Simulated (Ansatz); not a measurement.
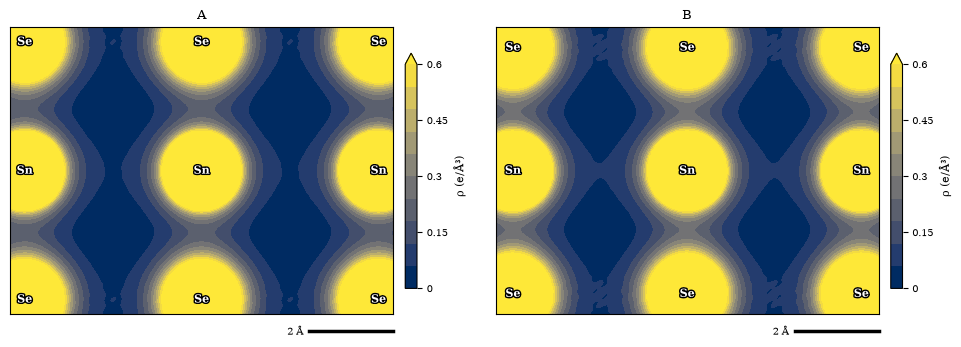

SnSe. The valence pseudo-density of two cells that differ in size and shape, on the (011̄) plane of each (indices in the axes of the calculation cell), at one length scale and on one colour scale; one has 25.5 and the other 27.5 Å³ an atom.

Method: DFT PBE+D3(BJ), scalar-relativistic, plane waves, PAW (Ansatz).

In a PAW calculation such maps are meaningful between the atoms, not at the nuclei.

Which is the denser cell? Describe the effect of the change.

Panel B is the smaller cell, by 7 % in volume. From the larger cell to the smaller, Sn–Se goes from 3.08 to 2.94 Å, and the density at its midpoint from 0.2 to 0.25 e/Å³; the pressure goes from −0.9 to 2.7 GPa.
